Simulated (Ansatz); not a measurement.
Co (Pm-3m, No. 221): coordinates from a relaxation with DFT, PBE, plane waves (420 eV) with PAW, scalar-relativistic (Ansatz 0.2.0); the starting structure was generated, so it need not be a known form of this composition.

```cif
data_structure
_symmetry_space_group_name_H-M 'Pm-3m'
_symmetry_Int_Tables_number 221
_cell_length_a 2.2821
_cell_length_b 2.2821
_cell_length_c 2.2821
_cell_angle_alpha 90.000
_cell_angle_beta 90.000
_cell_angle_gamma 90.000
_cell_volume 11.89
loop_
_atom_site_label
_atom_site_type_symbol
_atom_site_symmetry_multiplicity
_atom_site_Wyckoff_symbol
_atom_site_fract_x
_atom_site_fract_y
_atom_site_fract_z
_atom_site_occupancy
Co1 Co 1 a 0.00000 0.00000 0.00000 1
```

What will a Z-contrast image along [110] show? The image is simulated as a sum over atoms of Z^1.6, blurred by a 1.04 Å probe (no channelling). The probe carries 25 % of its weight in a tail 2.5 times as wide. The display is stretched by a gamma of 0.65; percentages refer to the linear signal. Shot noise was added.

The columns repeat on a rectangular net of 1.61 × 2.28 Å (plane group p2mm). All columns are alike (Co). The shortest distance between visible columns is 1.61 Å in projection. Along the beam the structure repeats every 3.23 Å.

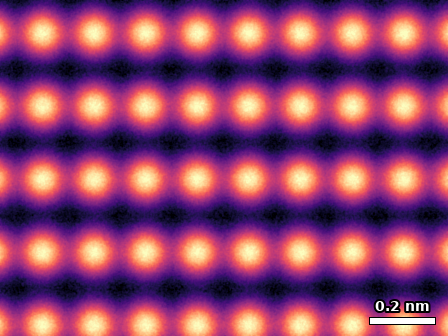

The simulated image.
